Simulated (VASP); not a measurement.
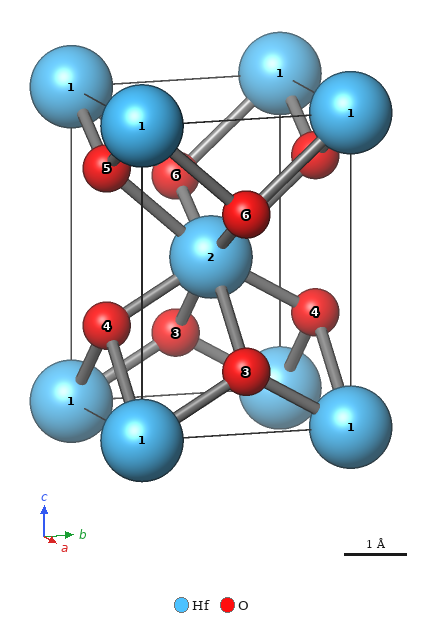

**Figure 1.** The structure (ball-and-stick view of the cell of the calculation, seen slightly off an axis; atoms are numbered from 1 in the order of the input). An atom can appear more than once, as a periodic image.

Single-point calculation of HfO2

The run: single-point calculation of HfO2 (P4₂/nmc, 6 atoms in the cell). Method and program: Kohn-Sham DFT of a periodic cell, LDA, VASP PAW LDA potentials, soft, no spin polarisation (VASP 6.6.1).

The structure derives from a Materials Project entry. It belongs to a series of runs on one base structure; here: grid = ENCUT=700 k=9x9x7 ISMEAR=0 SIGMA=0.05 PREC=Accurate EDIFF=1e-07 LREAL=False ADDGRID=False LASPH=True.

OSZICAR:
```
N       E                     dE             d eps       ncg     rms          rms(c)
DAV:   1     0.372618931167E+03    0.37262E+03   -0.28140E+04  3720   0.181E+03
DAV:   2    -0.572082124738E+02   -0.42983E+03   -0.41350E+03  4052   0.480E+02
DAV:   3    -0.769917769512E+02   -0.19784E+02   -0.19700E+02  4660   0.961E+01
DAV:   4    -0.771604656681E+02   -0.16869E+00   -0.16862E+00  4622   0.952E+00
DAV:   5    -0.771618910640E+02   -0.14254E-02   -0.14253E-02  4726   0.869E-01    0.786E+01
DAV:   6    -0.665587528528E+02    0.10603E+02   -0.47410E+01  4659   0.477E+01    0.725E+01
DAV:   7    -0.663592622370E+02    0.19949E+00   -0.23710E+00  4517   0.981E+00    0.527E+01
DAV:   8    -0.662568624377E+02    0.10240E+00   -0.79989E-01  4793   0.736E+00    0.162E+01
DAV:   9    -0.662045249470E+02    0.52337E-01   -0.27229E-01  4462   0.371E+00    0.360E+00
DAV:  10    -0.662027962305E+02    0.17287E-02   -0.79500E-03  4674   0.667E-01    0.117E+00
DAV:  11    -0.662027822867E+02    0.13944E-04   -0.74713E-04  4589   0.194E-01    0.300E-01
DAV:  12    -0.662027792563E+02    0.30304E-05   -0.17552E-05  4756   0.321E-02    0.154E-01
DAV:  13    -0.662027792753E+02   -0.18961E-07   -0.29605E-06  4581   0.127E-02    0.352E-02
DAV:  14    -0.662027792361E+02    0.39167E-07   -0.24895E-07  3927   0.325E-03
   1 F= -.66202779E+02 E0= -.66202779E+02  d E =-.574000E-14
```

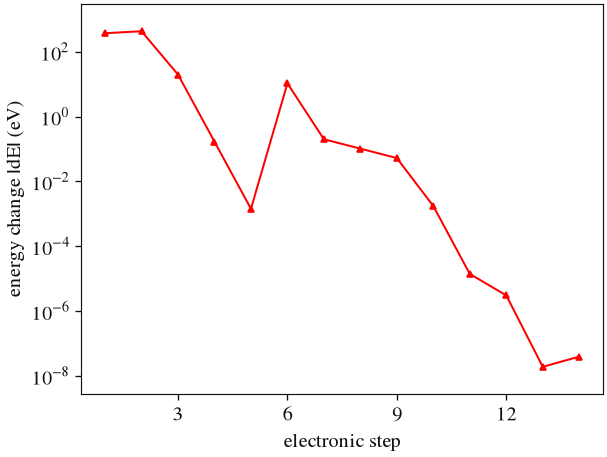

**Figure 2.** Convergence of the self-consistent field: energy change |dE| against the electronic step. It takes 14 electronic steps. The density is held fixed in the first few steps, and dE rises again when its update begins.

Parts of OUTCAR:
```
PREC = Accurate
   ENCUT = 700
   EDIFF = 1E-7
   ISMEAR = 0
   LREAL = F
   LASPH = T
   NELM = 100
   ISIF = 2
   GGA = CA

 Found     60 irreducible k-points:

 Following reciprocal coordinates:
            Coordinates               Weight
  0.000000  0.000000  0.000000      1.000000
  0.111111  0.000000  0.000000      4.000000
  0.222222  0.000000  0.000000      4.000000
  0.333333  0.000000  0.000000      4.000000
  0.444444  0.000000  0.000000      4.000000
  0.111111  0.111111  0.000000      4.000000
   k-points           NKPTS =     60   k-points in BZ     NKDIM =     60   number of bands    NBANDS=     31
   number of dos      NEDOS =    301   number of ions     NIONS =      6
   total plane-waves  NPLWV =  49152
   dimension x,y,z NGX =    32 NGY =   32 NGZ =   48
   dimension x,y,z NGXF=    64 NGYF=   64 NGZF=   96
   ions per type =               2   4
   NGX,Y,Z   is equivalent  to a cutoff of  14.95, 14.95, 15.43 a.u.
   NGXF,Y,Z  is equivalent  to a cutoff of  29.90, 29.90, 30.86 a.u.
 SYSTEM =  unknown system
   PREC   = accura    normal or accurate (medium, high low for compatibility)
   ISTART =      0    job   : 0-new  1-cont  2-samecut
   ICHARG =      2    charge: 1-file 2-atom 10-const
   ISPIN  =      1    spin polarized calculation?
   LNONCOLLINEAR =      F non collinear calculations
   LSORBIT =      F    spin-orbit coupling
   LASPH  =      T    aspherical Exc in radial PAW
   ENCUT  =  700.0 eV  51.45 Ry    7.17 a.u.   7.68  7.68 11.16*2*pi/ulx,y,z
   NELM   =    100;   NELMIN=  2; NELMDL= -5     # of ELM steps
   EDIFF  = 0.1E-06   stopping-criterion for ELM
   LREAL  =      F    real-space projection
   EDIFFG = 0.1E-05   stopping-criterion for IOM
   NSW    =      0    number of steps for IOM
   IBRION =     -1    ionic relax: 0-MD 1-quasi-New 2-CG
   NFREE  =      0    steps in history (QN), initial steepest desc. (CG)
   ISIF   =      2    stress and relaxation
   ISYM   =      2    0-nonsym 1-usesym 2-fastsym
   POTIM  = 0.5000    time-step for ionic-motion
   TEBEG  =    0.0;   TEEND  =   0.0 temperature during run
   PSTRESS=    0.0 pullay stress
   NELECT =      44.0000    total number of electrons
   NUPDOWN=      -1.0000    fix difference up-down
   EMIN   =  10.00;   EMAX   =-10.00  energy-range for DOS
   EFERMI =   0.00;   METHOD = LEGACY
   ISMEAR =     0;   SIGMA  =   0.05  broadening in eV -4-tet -1-fermi 0-gaus
   EFERMI_NEDOS =   21; number of points for ismear=-14 and -15
   IALGO  =     38    algorithm
   IMIX   =      4    mixing-type and parameters
     AMIX     =   0.40;   BMIX     =  1.00
     AMIX_MAG =   1.60;   BMIX_MAG =  1.00
  volume/ion in A,a.u.               =      10.91        73.64
  Fermi-wavevector in a.u.,A,eV,Ry     =   1.433963  2.709797 27.976972  2.056249
  Thomas-Fermi vector in A             =   2.553423
   LORBIT       =      0    0 simple, 1 ext, 2 COOP (PROOUT), +10 PAW based schemes
   GGA     = CA    functional components
   LHFCALC =     F    Hartree Fock is set to
   AEXX    =    0.0000 exact exchange contribution
   IVDW    =     0    specifies the selected vdW correction
   LEPSILON=     F    determine dielectric tensor
   LRPA    =     F    only Hartree local field effects (RPA)
 non-spin polarized calculation
 Gauss-broadening in eV      SIGMA  =   0.05
  energy-cutoff  :      700.00
  volume of cell :       65.47
 maximum number of plane-waves:      2771
 NGX is ok and might be reduce to    32
   NGX = 15   NGY = 15   NGZ = 23

 number of electron      43.9999996 magnetization

 Free energy of the ion-electron system (eV)
  ---------------------------------------------------
  ext. energy  EPLUGINS =         0.00000000
  ---------------------------------------------------
  free energy    TOTEN  =       -66.20277924 eV

  energy without entropy =      -66.20277924  energy(sigma->0) =      -66.20277924

 E-fermi :   3.8469     XC(G=0): -12.2835     alpha+bet :-12.9864

 val. band max:        3.5989710959   @ k =   0.2222   0.2222   0.0000
 cond. band min:       8.1535082727   @ k =   0.0000   0.0000   0.0000
 fundamental gap:      4.5545371767
 Fermi energy:         3.8468583953

 k-point     1 :       0.0000    0.0000    0.0000
  band No.  band energies     occupation
      1     -25.5569      2.00000
      2     -25.1812      2.00000
      3     -25.1812      2.00000
      4     -25.1083      2.00000
      5     -25.0639      2.00000
      6     -25.0639      2.00000
      7     -14.2133      2.00000
      8     -12.5150      2.00000
      9     -12.1200      2.00000
     10     -11.5105      2.00000
     11      -1.8265      2.00000
     12      -1.2378      2.00000
     13      -1.0374      2.00000
     14      -1.0374      2.00000
     15       0.9415      2.00000
     16       0.9415      2.00000
     17       2.2791      2.00000
     18       2.2791      2.00000
     19       2.8689      2.00000
     20       3.4819      2.00000
     21       3.5152      2.00000
     22       3.5152      2.00000
     23       8.1535      0.00000
     24       8.1744      0.00000
     25       9.4577      0.00000
     26       9.6437      0.00000
     27      10.0110      0.00000
     28      11.1290      0.00000
     29      12.6242      0.00000
     30      12.6242      0.00000
     31      14.4435      0.00000

 k-point     2 :       0.1111    0.0000    0.0000
  band No.  band energies     occupation
      1     -25.5385      2.00000
      2     -25.2174      2.00000
      3     -25.1760      2.00000
      4     -25.1133      2.00000
      5     -25.1060      2.00000
      6     -25.0657      2.00000
      7     -14.0924      2.00000
      8     -12.4806      2.00000
      9     -12.1304      2.00000
     10     -11.5630      2.00000
     11      -1.8859      2.00000
     12      -1.1830      2.00000
     13      -0.9528      2.00000
     14      -0.6488      2.00000
     15       0.7548      2.00000
     16       0.9426      2.00000
     17       2.1619      2.00000
     18       2.1871      2.00000
     19       2.8829      2.00000
     20       3.2624      2.00000
     21       3.4122      2.00000
     22       3.5096      2.00000
     23       8.3150      0.00000
     24       8.4075      0.00000
     25       9.4242      0.00000
     26       9.6400      0.00000
     27      10.3015      0.00000
     28      11.1978      0.00000
     29      12.3657      0.00000
     30      12.6350      0.00000
     31      14.1089      0.00000

 k-point     3 :       0.2222    0.0000    0.0000
  band No.  band energies     occupation
      1     -25.4875      2.00000
      2     -25.3024      2.00000
      3     -25.2107      2.00000
      4     -25.1615      2.00000
      5     -25.1351      2.00000
      6     -25.0716      2.00000
      7     -13.7684      2.00000
      8     -12.4257      2.00000
      9     -12.1498      2.00000
     10     -11.6927      2.00000
     11      -1.7547      2.00000
     12      -1.0529      2.00000
     13      -0.7045      2.00000
     14       0.0794      2.00000
     15       0.4148      2.00000
     16       0.9622      2.00000
     17       1.8341      2.00000
     18       1.8733      2.00000
     19       2.6875      2.00000
     20       2.8506      2.00000
     21       3.3090      2.00000
     22       3.5549      2.00000
     23       8.5857      0.00000
     24       8.8995      0.00000
     25       9.1961      0.00000
     26       9.6388      0.00000
     27      10.9808      0.00000
     28      11.4325      0.00000
     29      11.9680      0.00000
     30      12.6835      0.00000
     31      13.3374      0.00000

 k-point     4 :       0.3333    0.0000    0.0000
  band No.  band energies     occupation
      1     -25.4198      2.00000
      2     -25.3913      2.00000
      3     -25.3230      2.00000
      4     -25.1778      2.00000
      5     -25.1411      2.00000
      6     -25.0823      2.00000
      7     -13.3404      2.00000
      8     -12.4549      2.00000
      9     -12.1471      2.00000
     10     -11.8391      2.00000
     11      -1.3474      2.00000
     12      -0.9358      2.00000
     13      -0.3090      2.00000
     14      -0.0208      2.00000
     15       1.0414      2.00000
     16       1.0769      2.00000
     17       1.3516      2.00000
     18       1.3579      2.00000
     19       2.0687      2.00000
     20       2.7244      2.00000
     21       3.3140      2.00000
     22       3.5645      2.00000
     23       8.6489      0.00000
     24       8.8868      0.00000
     25       9.3366      0.00000
     26       9.6501      0.00000
     27      10.9220      0.00000
     28      11.7198      0.00000
     29      12.4204      0.00000
     30      12.5587      0.00000
     31      12.8225      0.00000

 k-point     5 :       0.4444    0.0000    0.0000
  band No.  band energies     occupation
      1     -25.4408      2.00000
      2     -25.4274      2.00000
      3     -25.3149      2.00000
      4     -25.2404      2.00000
      5     -25.1187      2.00000
      6     -25.0983      2.00000
      7     -12.9296      2.00000
      8     -12.6250      2.00000
      9     -12.0893      2.00000
     10     -11.9749      2.00000
     11      -0.9790      2.00000
     12      -0.8996      2.00000
     13       0.1099      2.00000
     14       0.2028      2.00000
     15       0.7212      2.00000
     16       0.7811      2.00000
     17       1.2296      2.00000
     18       1.5669      2.00000
     19       1.8470      2.00000
     20       2.4002      2.00000
     21       3.4078      2.00000
     22       3.5130      2.00000
     23       8.5751      0.00000
     24       8.6417      0.00000
     25       9.5784      0.00000
     26       9.6525      0.00000
     27      10.8469      0.00000
     28      11.2963      0.00000
     29      12.5780      0.00000
     30      12.7374      0.00000
     31      13.0989      0.00000

 k-point     6 :       0.1111    0.1111    0.0000
  band No.  band energies     occupation
      1     -25.5208      2.00000
      2     -25.2327      2.00000
      3     -25.1918      2.00000
      4     -25.1299      2.00000
      5     -25.1175      2.00000
      6     -25.0850      2.00000
      7     -13.9725      2.00000
      8     -12.4408      2.00000
      9     -12.1425      2.00000
     10     -11.6153      2.00000
     11      -1.8745      2.00000
     12      -1.1201      2.00000
     13      -0.8981      2.00000
     14      -0.3130      2.00000
     15       0.4687      2.00000
     16       1.0599      2.00000
     17       1.8715      2.00000
     18       2.1408      2.00000
     19       2.8058      2.00000
     20       3.1387      2.00000
     21       3.4948      2.00000
     22       3.5374      2.00000
     23       8.4723      0.00000
     24       8.5539      0.00000
     25       9.3922      0.00000
     26       9.6154      0.00000
     27      10.6069      0.00000
     28      11.2544      0.00000
     29      12.1888      0.00000
     30      12.5545      0.00000
     31      13.9784      0.00000

 [... further k-points ...]

------------------------ aborting loop because EDIFF is reached ----------------------------------------

  FORCE on cell =-STRESS in cart. coord.  units (eV):
  Direction    XX          YY          ZZ          XY          YZ          ZX
  --------------------------------------------------------------------------------------
  -------------------------------------------------------------------------------------
  Total       -2.8845899     -2.8845899     -3.1252766      0.0000000      0.0000000      0.0000000
  in kB      -70.5880515    -70.5880515    -76.4778321      0.0000000      0.0000000      0.0000000
  external PRESSURE =     -72.5513117 kB  Pullay stress =       0.0000000 kB

 VOLUME and BASIS-vectors are now :
 -----------------------------------------------------------------------------
  energy-cutoff  :      700.00
  volume of cell :       65.47
      direct lattice vectors                 reciprocal lattice vectors
     3.558019330  0.000000000  0.000000000     0.281055247  0.000000000  0.000000000
     0.000000000  3.558019330  0.000000000     0.000000000  0.281055247  0.000000000
     0.000000000  0.000000000  5.171861210     0.000000000  0.000000000  0.193353990

 POSITION                                       TOTAL-FORCE (eV/Angst)
 -----------------------------------------------------------------------------------
      0.00000      0.00000      0.00000         0.000000     -0.000000     -0.000000
      1.77901      1.77901      2.58593         0.000000      0.000000     -0.000000
      0.00000      1.77901      1.01993         0.000000     -0.000000      0.011172
      1.77901      0.00000      1.56600        -0.000000     -0.000000     -0.011172
      1.77901      0.00000      4.15193         0.000000     -0.000000     -0.011172
      0.00000      1.77901      3.60586        -0.000000     -0.000000      0.011172
 -----------------------------------------------------------------------------------
    total drift:                                0.000000      0.000000      0.000000

  FREE ENERGIE OF THE ION-ELECTRON SYSTEM (eV)
  ---------------------------------------------------
  free  energy   TOTEN  =       -66.2027792361 eV

  energy  without entropy=      -66.2027792361  energy(sigma->0) =      -66.20277924
```

CONTCAR:
```
HfO2
   1.00000000000000
     3.5580193300000000    0.0000000000000000    0.0000000000000000
     0.0000000000000000    3.5580193300000000    0.0000000000000000
     0.0000000000000000    0.0000000000000000    5.1718612100000003
  Hf              O
     2     4
Direct
     0.0000000000000000    0.0000000000000000    0.0000000000000000
     0.5000000000000000    0.5000000000000000    0.5000000000000000
     0.0000000000000000    0.5000000000000000    0.1972078800000006
     0.5000000000000000    0.0000000000000000    0.3027921199999994
     0.5000000000000000    0.0000000000000000    0.8027921199999994
     0.0000000000000000    0.5000000000000000    0.6972078800000006

  0.00000000E+00  0.00000000E+00  0.00000000E+00
  0.00000000E+00  0.00000000E+00  0.00000000E+00
  0.00000000E+00  0.00000000E+00  0.00000000E+00
  0.00000000E+00  0.00000000E+00  0.00000000E+00
  0.00000000E+00  0.00000000E+00  0.00000000E+00
  0.00000000E+00  0.00000000E+00  0.00000000E+00
```

The run was set up as follows.

INCAR:
```
  PREC = Accurate
  ENCUT = 700
  EDIFF = 1E-7
  ISMEAR = 0
  SIGMA = 0.05
  LREAL = F
  LASPH = T
  NELM = 100
  ALGO = Normal
  ISIF = 2
  LWAVE = F
  LCHARG = F
  GGA = CA
  NBANDS = 31
  ADDGRID = F
```

KPOINTS:
```
Automatic mesh
0
Gamma
  9 9 7
```

POSCAR:
```
HfO2
1.0
    3.5580193300      0.0000000000      0.0000000000
    0.0000000000      3.5580193300      0.0000000000
    0.0000000000      0.0000000000      5.1718612100
Hf O
2 4
Direct
    0.0000000000      0.0000000000      0.0000000000
    0.5000000000      0.5000000000      0.5000000000
    0.0000000000      0.5000000000      0.1972078800
    0.5000000000      0.0000000000      0.3027921200
    0.5000000000      0.0000000000      0.8027921200
    0.0000000000      0.5000000000      0.6972078800
```

Run as:
```bash
cat potpaw_LDA.64/Hf_pv/POTCAR potpaw_LDA.64/O_s/POTCAR > POTCAR
mpirun -np 1 vasp_std > vasp.out
```

Summary:

| quantity | value |
| --- | --- |
| outcome | converged |
| space group (tolerance 0.01 Å) | P4₂/nmc (137) |
| electrons treated | 44 |
| free energy | −66.2028 eV |
| gap on the k-point mesh | 4.55 eV |
| pressure | −7.26 GPa |
| largest force (length of the vector) | 0.011 eV/Å |
| hardware | 1 thread of AMD EPYC (Zen 5), 450 GiB of memory available, shared host |
| wall time | 98 s |
| peak memory | 0.25 GiB |

Settings chosen away from the usual ones: grid = ENCUT=700 k=9x9x7 ISMEAR=0 SIGMA=0.05 PREC=Accurate EDIFF=1e-07 LREAL=False ADDGRID=False LASPH=True. The settings depart from the standard set-up of this series, which can bear on the numbers. So coarse a mesh can miss the band edges, so the true gap of this method can be much smaller, or zero. Spin–orbit coupling is left out, which matters for Hf.
